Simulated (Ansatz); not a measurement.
# TaSi₂: what the fields show

Input file:

```
crystal:
  lattice:
    - [4.7608595394, 0.0, 0.0]
    - [-2.3804297697, 4.123025305, 0.0]
    - [0.0, 0.0, 6.5557841079]
  atoms:
    - { symbol: Ta, position: [0.5090952631, 0.0181905262, 0.5] }
    - { symbol: Ta, position: [0.5090952631, 0.5181905262, 0.8333333333] }
    - { symbol: Ta, position: [0.0090952631, 0.5181905262, 0.1666666667] }
    - { symbol: Si, position: [0.1592675424, 0.3185350849, 0.5] }
    - { symbol: Si, position: [0.8407324576, 0.1592675424, 0.8333333333] }
    - { symbol: Si, position: [0.6814649151, 0.8407324576, 0.1666666667] }
    - { symbol: Si, position: [0.8407324576, 0.6814649151, 0.5] }
    - { symbol: Si, position: [0.1592675424, 0.8407324576, 0.8333333333] }
    - { symbol: Si, position: [0.3185350849, 0.1592675424, 0.1666666667] }
basis:
  ecutwfc: 420
kpoints:
  mp_grid: { grid: [12, 12, 6] }
hamiltonian:
  xc: pbesol
scf:
  occupations: { method: gaussian, width: 0.15 }
output:
  forces: true
  stress: true
  eigenvalues: true
  write_density: true
  write_potential: true
  elf: true
  volumetric_format: npy
```

Command:

```sh
ansatz run input.yaml --threads 2 --pin off --max-ram 5120MiB --backend cpu --events-out ev --progress --plain --runs-dir out
```

Below, planes, directions and counts refer to the conventional cell (a = 4.76 Å, b = 8.25 Å, c = 6.56 Å, α = 90.00°, β = 90.00°, γ = 90.00°).

Space group C2; changed on purpose from its base cell (all Ta atoms moved +0.075 Å, as atom 1 along Cartesian [0 1 0]); not relaxed (largest force 1.0 eV/Å); computed without spin polarisation.

The calculation used Ansatz 0.2.0, DFT PBEsol, scalar-relativistic, plane waves, PAW.

The density is the valence pseudo-density of a PAW calculation; it isn't the true density close to the nuclei.

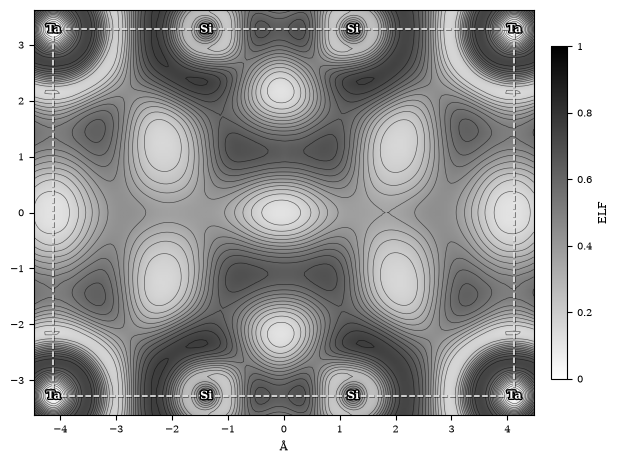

Figure 1. Electron localisation function on the (100) plane of the conventional cell.

**What do the fields say about this system?**

- Atoms in the plane: Ta and Si.
- Si–Si (2.63 Å): the ELF peaks at about 0.70 between the atoms.
- Ta–Si (2.73 Å): the ELF peaks at about 0.75 in the valence shell of Si, 0.9 Å from its nucleus, and is about 0.40 at the midpoint.
- The features right at Ta lie inside the PAW spheres, where the map follows smoothed inner orbitals and isn't to be read closely.

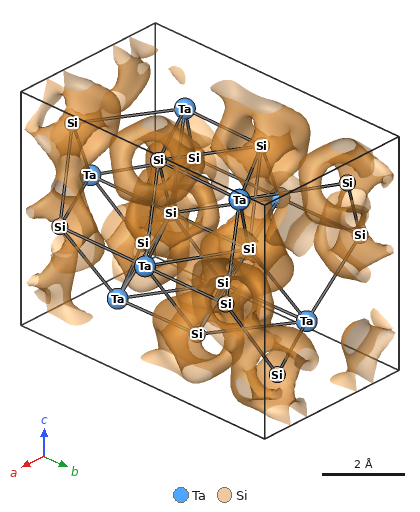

Figure 2. Isosurface of the electron localisation function at 0.65 (orange), seen at an oblique angle. Core shells and regions of very low density are left out. Sticks mark near contacts.

**What do the ELF domains correspond to?**

The ELF exceeds this value in channels that run through the cell in one direction, counted in one cell of 18 atoms. Regions shared between cells count once. Along the contacts the grid gives the following. Si–Si (2.55 Å): the ELF peaks at about 0.75 between the atoms. Ta–Si (2.56 Å): the ELF peaks at about 0.75 in the valence shell of Si, 0.9 Å from its nucleus, and is about 0.40 at the midpoint.

**Does the calculation give a band gap?**

It is gapless in this calculation (a metal or semimetal).
